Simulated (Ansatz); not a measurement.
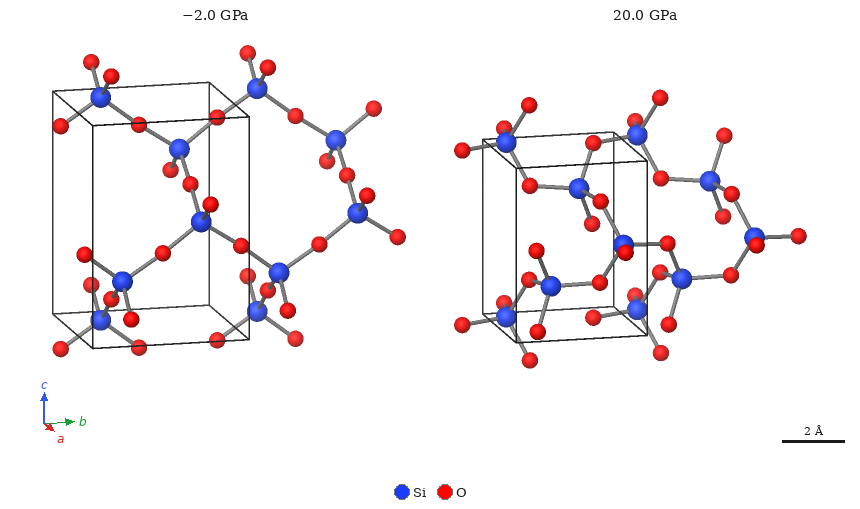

Solid SiO$_{2}$ (set up in P4_32_12), relaxed (cell and atoms) at several target pressures. The picture shows the first and the last member. Style: ball-and-stick. Shown: the cell of the calculation, repeated 1 × 2 × 1 with one cell outlined, slightly off an axis.

Computed with Ansatz 0.2.0: DFT LDA, scalar-relativistic, plane waves, PAW. (plane-wave cutoff 420 eV; k-point mesh 6 × 6 × 4; occupations gaussian; smearing width 0.02 eV; no spin polarisation; cell and atoms relaxed; force threshold 0.008 eV/Å)

| pressure (GPa) | volume (Å³/atom) | a (Å) | c (Å) | band gap (eV) |
| --- | --- | --- | --- | --- |
| −2.0 | 16.916 | 5.236 | 7.403 | 5.30 |
| 0.0 | 14.035 | 4.948 | 6.878 | 5.55 |
| 2.0 | ? | ? | ? | ? |
| 5.0 | 11.225 | 4.640 | 6.256 | 5.89 |
| 10.0 | 10.277 | 4.526 | 6.020 | 5.98 |
| 20.0 | 9.286 | 4.383 | 5.800 | 5.99 |

Q: One row is withheld. What does the calculation give there?

A: Murnaghan's form V = V₀(1 + B′P/B₀)^(−1/B′), with V₀ = 14.035 Å³ from the row at zero pressure, fits the other rows with B₀ = 15.6 GPa and B′ = 4.39 (largest miss 0.265 Å³). At 2.0 GPa it gives 14.035 × (1 + 4.39 × 2.0/15.6)^(−1/4.39) = 12.678 Å³ per atom. One smooth curve fits the rows poorly, so the structure changes its way of compressing along the series. The calculation gives 12.342 Å³/atom (a = 4.767 Å, c = 6.517 Å). The estimate is 0.336 Å³/atom too high. For the gap a parabola through the rows −2.0, 0.0, 5.0 gives 5.73 eV, and the calculation 5.76 eV (semilocal gaps, lower than measured ones as a rule). From the first member to the last: Si–Si 3.207 → 2.788 Å, O–Si 1.605 → 1.594 Å.

The whole series:

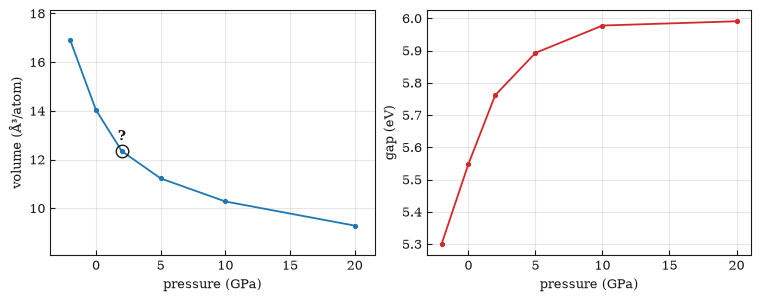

Each member starts from this one structure; whether another phase lies lower wasn't checked.
